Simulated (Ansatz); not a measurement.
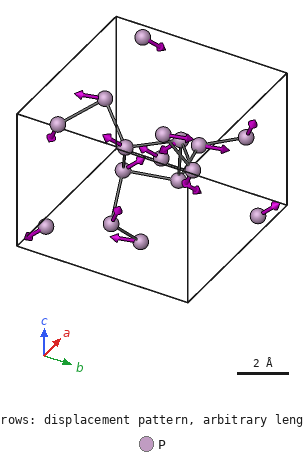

One vibrational mode of a crystal of P (a generated structure) at the zone centre. The purple arrows give the relative displacements of the atoms. Style: ball-and-stick. Shown: the conventional cell (2 times the calculation's cell), from a free direction. Lengths and directions refer to the drawn axes.

Method: DFT PBE, scalar-relativistic, plane waves, PAW (Ansatz 0.2.0).

Input
```yaml
crystal:
  lattice:
    - [-3.9417724557, 3.9417724557, 3.2132233277]
    - [3.9417724557, -3.9417724557, 3.2132233277]
    - [3.9417724557, 3.9417724557, -3.2132233277]
  atoms:
    - { symbol: P, position: [0.7766742221, 0.0258765043, 0.8695368814] }
    - { symbol: P, position: [0.1563396229, 0.9071373407, 0.1304631186] }
    - { symbol: P, position: [0.6571373407, 0.4063396229, 0.6304631186] }
    - { symbol: P, position: [0.7758765043, 0.0266742221, 0.3695368814] }
    - { symbol: P, position: [0.5936603771, 0.2241234957, 0.2507977178] }
    - { symbol: P, position: [0.9733257779, 0.3428626593, 0.7492022822] }
    - { symbol: P, position: [0.9741234957, 0.8436603771, 0.7507977178] }
    - { symbol: P, position: [0.0928626593, 0.2233257779, 0.2492022822] }
basis:
  ecutwfc: 420
kpoints:
  mp_grid: { grid: [6, 6, 6] }
hamiltonian:
  xc: pbe
scf:
  occupations: { method: fixed }
output:
  eigenvalues: true
phonons:
  method: dfpt
  dielectric: true
  rigid_motions: translations
  eigenvectors: true
  qmesh: [2, 2, 2]
  temperatures: { t_max: 1000, t_step: 100 }
  qpath:
    path:
      - [[0.0, 0.0, 0.0], [0.0, 0.0, 0.5], [-0.5, 0.5, 0.5], [0.0, 0.0, 0.0], [0.41612643, 0.41612643, -0.41612643]]
      - [[-0.41612643, 0.58387357, 0.41612643], [-0.5, 0.5, 0.5]]
      - [[0.0, 0.0, 0.5], [0.25, 0.25, 0.25], [0.0, 0.5, 0.0], [0.0, 0.0, 0.0]]
    npoints: 8
```

Command:
```bash
ansatz run input.yaml --threads 4 --pin off --max-ram 8192MiB --backend cpu --events-out ev --progress --plain --runs-dir out
```

Frequencies are those without the non-analytic (LO–TO) term.

Describe the mode and give its frequency.

This is the B₂ mode at 200 cm⁻¹, optical level 6 of 16, counted from below, infrared- and Raman-active by symmetry. Atoms of one kind move against one another, with no net shift of their sublattice; it mainly bends the P–P bonds. Its infrared intensity is 0.023 (D/Å)²/amu.
